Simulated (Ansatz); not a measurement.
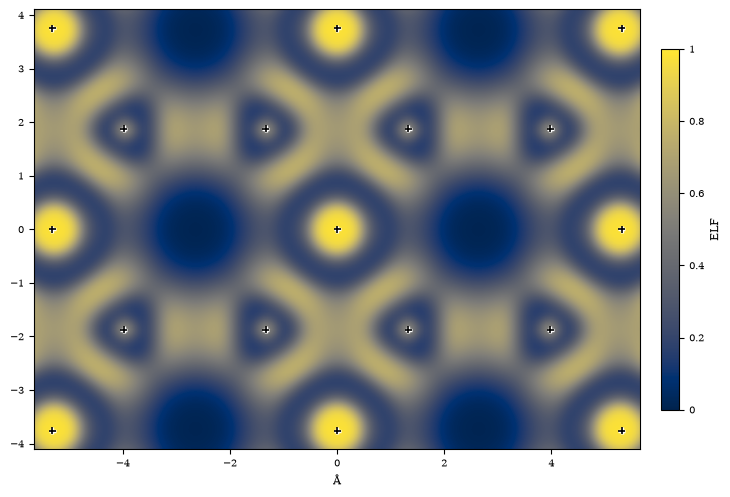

The ELF on a plane through atoms (crosses mark nuclei in the plane).

The calculation used DFT PBEsol, scalar-relativistic, plane waves, PAW in Ansatz.

Candidates:
A. CdS, a = 5.82 Å, b = 5.82 Å, c = 5.82 Å, α = 90.00°, β = 90.00°, γ = 90.00°. Space group F-43m.
B. CoSi2, a = 5.31 Å, b = 5.31 Å, c = 5.31 Å, α = 90.00°, β = 90.00°, γ = 90.00°. Space group Fm-3m; computed without spin polarisation.
C. AlP, a = 5.47 Å, b = 5.47 Å, c = 5.47 Å, α = 90.00°, β = 90.00°, γ = 90.00°. Space group F-43m.

Q: Which candidate gave the map?

A: Candidate B: CoSi2 on the (110) plane of the conventional cell, which holds Co and Si. Co–Si (2.30 Å): the ELF peaks at about 0.75 in the valence shell of Si, 0.9 Å from its nucleus, and is about 0.50 at the midpoint.
